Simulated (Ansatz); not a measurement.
**MgZn₂O₃: density, localisation and related maps**

```
Mg Zn O
1.0
     3.04835    0.00000    0.00000
     0.00000    3.04835    0.00000
     0.00000    0.00000   12.89959
Mg Zn O
2 4 6
Direct
  0.00000 0.00000 0.00000
  0.50000 0.50000 0.50000
  0.50000 0.50000 0.16735
  0.00000 0.00000 0.66735
  0.00000 0.00000 0.33265
  0.50000 0.50000 0.83265
  0.50000 0.50000 0.33461
  0.00000 0.00000 0.83461
  0.50000 0.50000 0.00000
  0.00000 0.00000 0.50000
  0.00000 0.00000 0.16539
  0.50000 0.50000 0.66539
```

Space group I4/mmm; a structure generated by program, which may or may not match a known phase; computed pressure about −13 GPa in this cell.

These are results of DFT LDA, scalar-relativistic, plane waves, PAW in Ansatz 0.2.0, not measurements.

Core electrons are frozen (PAW), and the valence fields are smoothed inside the atomic spheres.

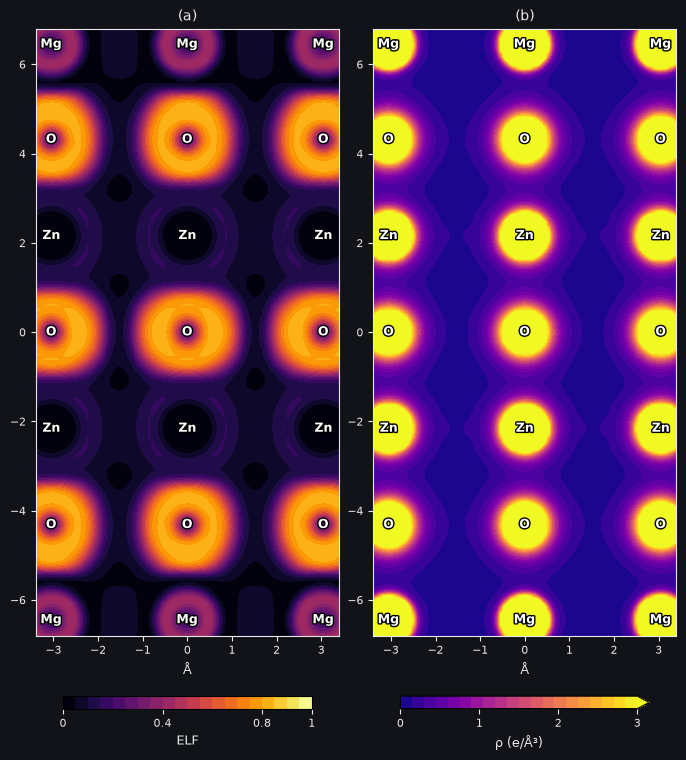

Figure 1. (a) ELF; (b) valence electron density on the (100) plane of the conventional cell.

Question: Read the bonding off the picture.

Answer: The plane passes through Mg, Zn and O nuclei.
Mg–O (2.13 Å): ρ is about 0.31 e/Å³ halfway; the ELF peaks at about 0.85 in the valence shell of O, 0.6 Å from its nucleus, and is about 0.35 at the midpoint (a largely ionic contact).
Zn–O (2.16 Å): ρ at the midpoint is about 0.4 e/Å³; the ELF peaks at about 0.85 in the valence shell of O, 0.6 Å from its nucleus, and is about 0.20 at the midpoint (no shared electron pair shows on this line).
Between the atoms the lowest density in this plane is 0.06 e/Å³.

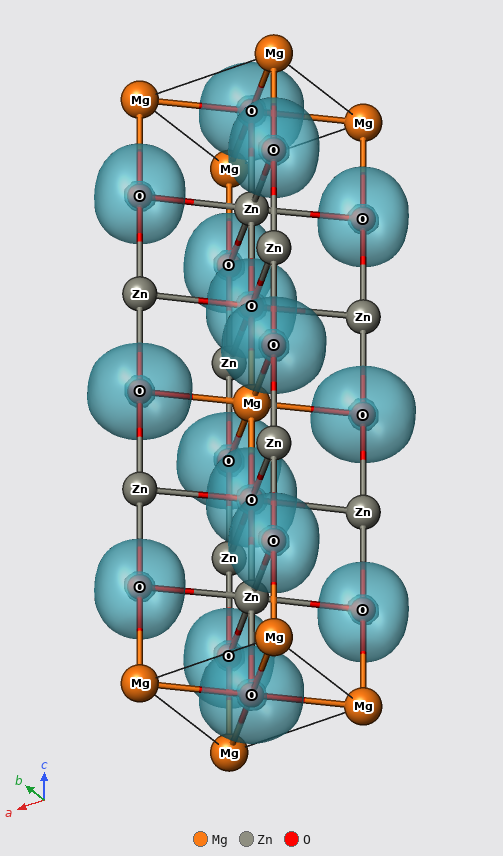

Figure 2. Isosurface of the ELF at 0.6 (cyan), seen at an oblique angle. Core shells and regions of very low density are left out. Sticks mark near contacts.

Question: Identify the bonds, lone pairs and shells in this picture.

Answer: The surface consists of six regions wrapped around O (the valence shell of each), counted in one cell of 12 atoms. Regions shared between cells count once.

Question: Which way does charge flow, and how much by Bader's partition?

Answer: Electrons move from Mg and Zn towards O. Bader charges: Mg +1.71, Zn +1.21 and O −1.53 to −1.30 e.

Question: Does the calculation make it a metal, or give it a gap?

Answer: It is gapped, with a Kohn–Sham gap of 1.4 eV on the k-point mesh, an upper bound to the gap of this method.
